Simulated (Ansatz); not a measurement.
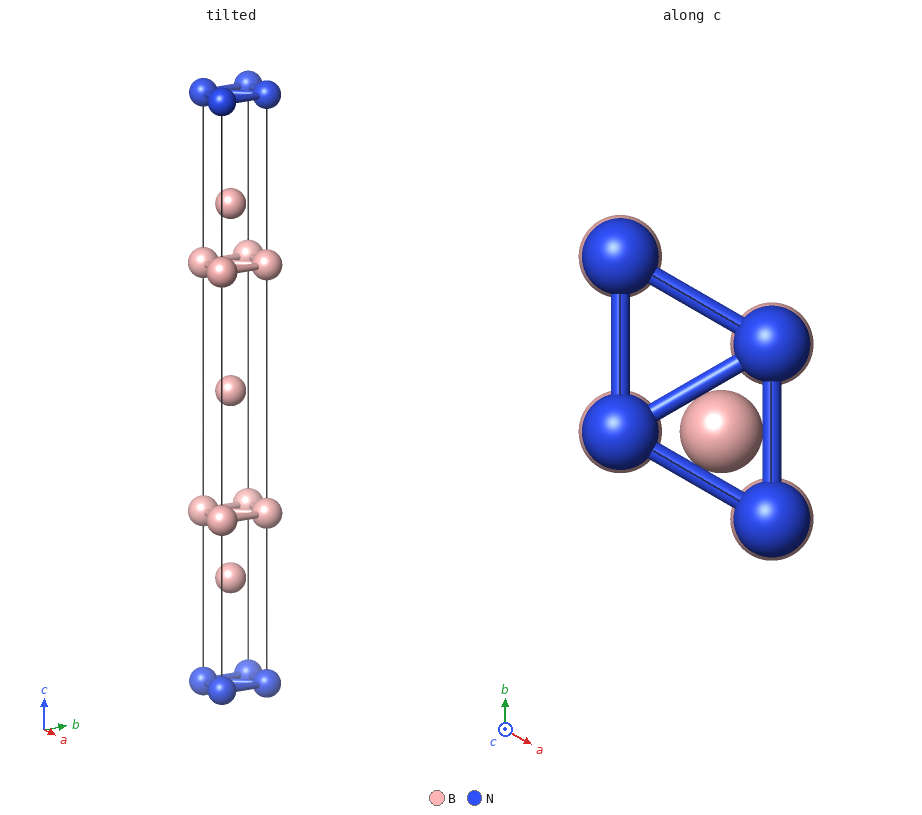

Ball-and-stick drawing of the structure, looking slightly off an axis and along the c axis. One conventional unit cell is framed, with atoms on its boundary repeated. Cell: a = 1.84 Å, b = 1.84 Å, c = 16.84 Å, α = 90.00°, β = 90.00°, γ = 120.00°.

It derives from a structure type filled with these elements by a generator (whether the compound takes this form wasn't checked). Earlier steps of the study, as a rule a relaxation of our own, may have changed the cell and positions, so they can lie some per cent off the listed ones. A calculation with Ansatz used it as input.

State composition, symmetry and coordination.

The structure is one of B5N. It is primitive hexagonal, space group P-6m2 (No. 187). The cell has 6 atoms, namely 5 B, 1 N. Around each B lie six B at about 1.8 Å. The neighbours of N are six N at about 1.8 Å. The bonds build B and N layers parallel to (001).

Method used: Ansatz 0.2.0, DFT PBE, scalar-relativistic, plane waves, PAW. It ran with plane waves to 420 eV, a 24×24×4 mesh of k-points, Gaussian smearing of 0.1 eV, no spin polarisation.

Is it conducting or gapped at this level?

A metal: bands cross the Fermi level.

What charge does Bader's analysis assign to each element?

B -0.02 to +0.04 e; N -0.08 e.

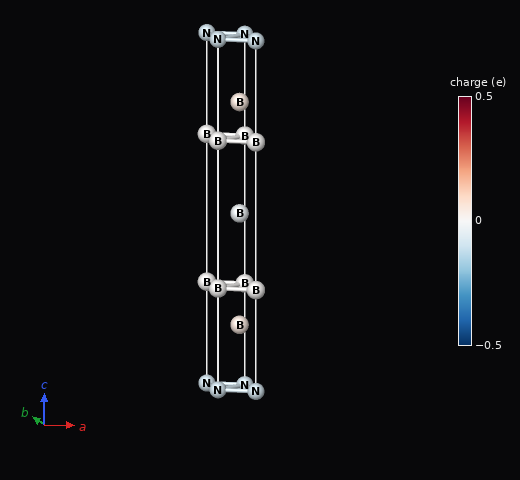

The atoms coloured by those charges. The run's cell of 6 atoms is drawn.

Has the structure come to rest?

Yes. All forces vanish to within 0.01 eV/Å. The pressure is 0.0 GPa, close to zero.
